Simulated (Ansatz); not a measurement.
A series of calculations on Pt11S24 and related structures

Part 1: Relaxation

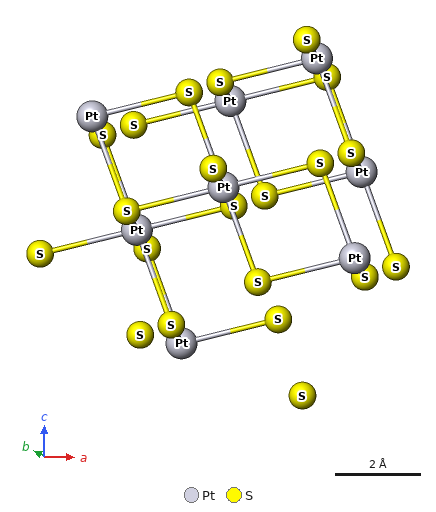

This is the input geometry for a relaxation of a defect cell of composition Pt11S24. A ball-and-stick model of the atoms within 5.0 Å of the atom that moves most (axes of the cell of the calculation), seen slightly off an axis.

Case: Pt vacancy, atoms relaxed.

Method: Ansatz, DFT PBE+D3(BJ), scalar-relativistic, plane waves, PAW.

The input:
```yaml
crystal:
  lattice:
    - [7.166616675, 0.0, 4.662274322]
    - [-3.5833083375, 6.2064720997, 4.662274322]
    - [-3.5833083375, -6.2064720997, 4.662274322]
  atoms:
    - { symbol: Pt, position: [1.0, 0.5, 0.5] }
    - { symbol: Pt, position: [0.3333333333, 0.8333333333, 0.8333333333] }
    - { symbol: Pt, position: [0.5, 1.0, 0.5] }
    - { symbol: Pt, position: [0.8333333333, 0.3333333333, 0.8333333333] }
    - { symbol: Pt, position: [1.0, 0.0, 1.0] }
    - { symbol: Pt, position: [0.3333333333, 0.3333333333, 0.3333333333] }
    - { symbol: Pt, position: [0.6666666667, 0.6666666667, 0.6666666667] }
    - { symbol: Pt, position: [0.1666666667, 0.6666666667, 0.1666666667] }
    - { symbol: Pt, position: [0.6666666667, 0.1666666667, 0.1666666667] }
    - { symbol: Pt, position: [0.5, 0.5, 0.0] }
    - { symbol: Pt, position: [0.8333333333, 0.8333333333, 0.3333333333] }
    - { symbol: S, position: [0.2529172476, 0.4195839143, 0.586250581] }
    - { symbol: S, position: [0.086250581, 0.7529172476, 0.4195839143] }
    - { symbol: S, position: [0.4195839143, 0.086250581, 0.7529172476] }
    - { symbol: S, position: [0.586250581, 0.2529172476, 0.4195839143] }
    - { symbol: S, position: [0.9195839143, 0.586250581, 0.7529172476] }
    - { symbol: S, position: [0.086250581, 0.2529172476, 0.9195839143] }
    - { symbol: S, position: [0.4195839143, 0.586250581, 0.2529172476] }
    - { symbol: S, position: [0.7529172476, 0.9195839143, 0.586250581] }
    - { symbol: S, position: [0.2529172476, 0.9195839143, 0.086250581] }
    - { symbol: S, position: [0.7529172476, 0.4195839143, 0.086250581] }
    - { symbol: S, position: [0.586250581, 0.7529172476, 0.9195839143] }
    - { symbol: S, position: [0.9195839143, 0.086250581, 0.2529172476] }
    - { symbol: S, position: [0.5804160857, 0.413749419, 0.7470827524] }
    - { symbol: S, position: [0.413749419, 0.7470827524, 0.5804160857] }
    - { symbol: S, position: [0.7470827524, 0.0804160857, 0.913749419] }
    - { symbol: S, position: [0.913749419, 0.2470827524, 0.5804160857] }
    - { symbol: S, position: [0.2470827524, 0.5804160857, 0.913749419] }
    - { symbol: S, position: [0.413749419, 0.2470827524, 0.0804160857] }
    - { symbol: S, position: [0.7470827524, 0.5804160857, 0.413749419] }
    - { symbol: S, position: [0.0804160857, 0.913749419, 0.7470827524] }
    - { symbol: S, position: [0.5804160857, 0.913749419, 0.2470827524] }
    - { symbol: S, position: [0.0804160857, 0.413749419, 0.2470827524] }
    - { symbol: S, position: [0.913749419, 0.7470827524, 0.0804160857] }
    - { symbol: S, position: [0.2470827524, 0.0804160857, 0.413749419] }
basis:
  ecutwfc: 420
kpoints:
  mp_grid: { grid: [3, 3, 3] }
hamiltonian:
  xc: pbe
  dispersion: d3bj
scf:
  occupations: { method: gaussian, width: 0.1 }
output:
  forces: true
  stress: true
  eigenvalues: true
  write_density: true
  write_potential: true
  elf: true
  volumetric_format: npy
relax:
  adjacent_minimum: "off"
  f_tol: 0.02
  max_steps: 50
```

Run as
```bash
ansatz run input.yaml --threads 4 --pin off --max-ram 2560MiB --backend cpu --events-out ev --progress --plain --runs-dir out
```

What does the optimiser find from here?

Over 4 geometry steps the energy falls by 84.8 meV per cell of the calculation. The largest force component goes from 0.46 to 0.0071 eV/Å. The largest moves, 0.058 Å, are those of S12, S14, S17, S27, S31 and S35. S17 goes along [−3 1 3]. By element the largest moves are S 0.058 Å, Pt 0.019 Å. The lattice vectors keep their values. Near-neighbour distances that change, for instance: Pt1–S12 2.395 → 2.365 Å, Pt1–S27 2.395 → 2.367 Å, Pt1–S16 2.395 → 2.415 Å, Pt1–S33 2.395 → 2.412 Å. Bond angles that change, for instance: S17–Pt4–S27 83.1° → 86.0°. The run took 87 s on 4 threads of Intel(R) Xeon(R) Processor @ 2.30GHz, with other jobs on the host, peak memory 1.9 GiB.

After the run, drawn alike:

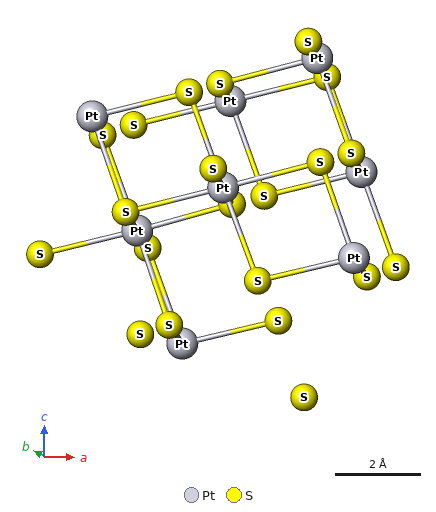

Part 2: Relaxation

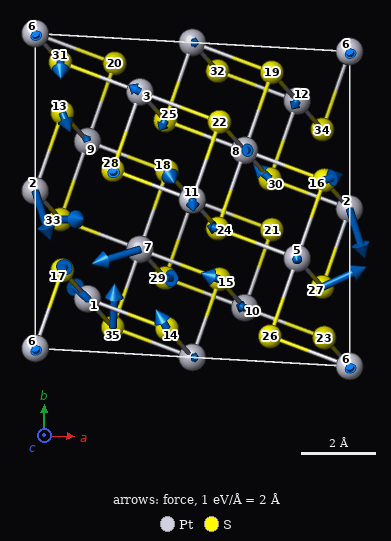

Starting geometry of a defect cell of composition Pt12S23 with the computed forces as blue arrows. Style: ball-and-stick. Shown: the cell of the calculation, along the c axis.

Case: S vacancy, atoms relaxed.

Computed with Ansatz 0.2.0, DFT PBE+D3(BJ), scalar-relativistic, plane waves, PAW. Settings: plane-wave cutoff 420 eV; k-point mesh 3 × 3 × 3; occupations gaussian; smearing width 0.1 eV; no spin polarisation; atoms relaxed in a fixed cell; force threshold 0.02 eV/Å; at most 50 steps.

### Is this structure relaxed? If not, where do the atoms go?

It isn't relaxed: the largest force vector, on Pt atoms, is 0.75 eV/Å. The final displacements follow the starting forces only in part (cosine between the two patterns 0.84). Over 4 geometry steps the energy falls by 0.160 eV per cell of the calculation. The largest force component goes from 0.64 to 0.014 eV/Å. The largest moves, 0.054 Å, are those of Pt atoms. By element the largest moves are Pt 0.054 Å, S 0.053 Å. The cell doesn't change. Among the contacts that change: Pt–S 2.395 → 2.449 Å, Pt–S 2.395 → 2.341 Å, Pt–S 2.395 → 2.418 Å, Pt–S 2.395 → 2.379 Å.

Part 3: Vacancy jump

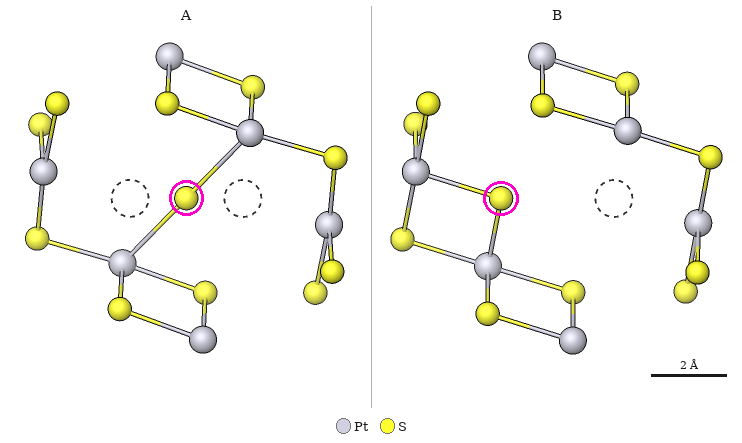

A vacancy jump of sulfur in PtS$_{2}$ (P-3m1 phase), in a neutral cell with 35 atoms, whose images lie 8.5 Å apart. One frame is the relaxed vacancy; in the other the neighbouring S atom (ringed) was set half-way along its jump of 3.06 Å and all atoms were relaxed in the symmetry of that start. Dashed circles mark empty sites. A ball-and-stick model of the slice 3.8 Å thick through the jump, out to 4.7 Å from its middle, seen across the jump.

These are results of DFT PBE+D3(BJ), scalar-relativistic, plane waves, PAW in Ansatz, not measurements. Set-up: plane-wave cutoff 420 eV; k-point mesh 3 × 3 × 3; occupations gaussian; smearing width 0.1 eV; no spin polarisation; atoms relaxed in a fixed cell; force threshold 0.02 eV/Å.

What does the half-way point cost?

Frame A is the half-way start after relaxation. It lies 2.08 eV above the relaxed vacancy. The atom stays half-way, on the straight line. The symmetry of the start was kept and can hold it there, so for a path with one hump at the middle this is the barrier or an upper bound to it. There it has 4 Pt, 2 S as nearest neighbours, the closest at 2.82 Å. Both cells are metallic on the mesh.
